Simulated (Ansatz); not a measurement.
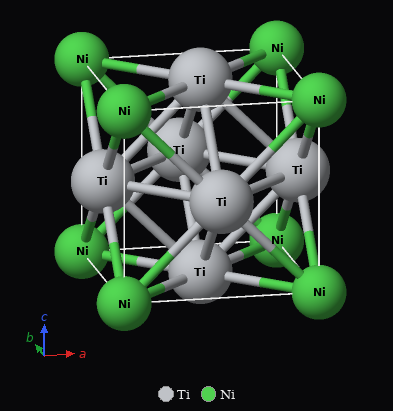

View slightly off an axis, drawn as a ball-and-stick model. Atoms at the boundary of the conventional unit cell (the box) are drawn once for each face, edge or corner they touch. Cell: a = 3.94 Å, b = 3.94 Å, c = 3.94 Å, α = 90.00°, β = 90.00°, γ = 90.00°.

Source of the structure: a structure listed in the Materials Project. Earlier steps of the study may have refined or changed the cell and positions. It was the input of a calculation with Ansatz.

Question: Summary of the structure:

Answer: It has the composition Ti3Ni. It belongs to space group Pm-3m (No. 221) and has a primitive cubic lattice. Structure type: Cu₃Au (L1₂) type. The cell has 4 atoms, namely 3 Ti, 1 Ni. The neighbours of Ti are eight Ti and four Ni in a cuboctahedral arrangement (about 2.8 Å to Ti, 2.8 Å to Ni). Ni is coordinated by twelve Ti in a cuboctahedral arrangement at about 2.8 Å. The bonds build a three-dimensional framework.

All computed values are from Ansatz 0.2.0, DFT LDA, scalar-relativistic, plane waves, PAW. Settings: a cutoff energy of 420 eV, a 10×10×10 k-point grid, Gaussian smearing of 0.1 eV, no spin polarisation (a spin-restricted run, not always the ground state).

Question: What is the band gap, if any?

Answer: A metal: bands cross the Fermi level.

Question: How charged are the atoms, by the Bader scheme?

Answer: Ti +0.52 e; Ni -1.57 e.

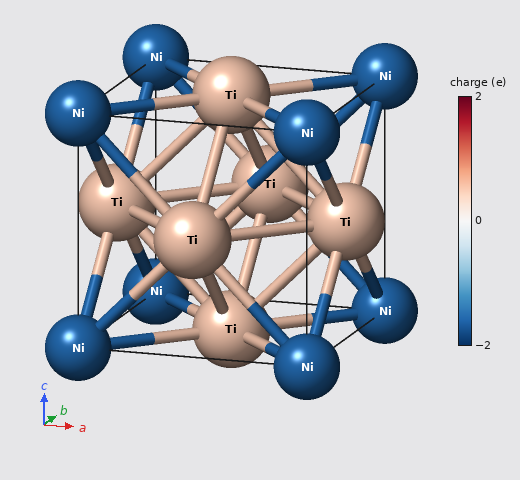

The atoms coloured by those charges. The run's cell of 4 atoms is drawn.

Question: Has the structure come to rest?

Answer: No. All forces vanish to within 0.01 eV/Å. The pressure is -10.3 GPa, so the cell would contract.
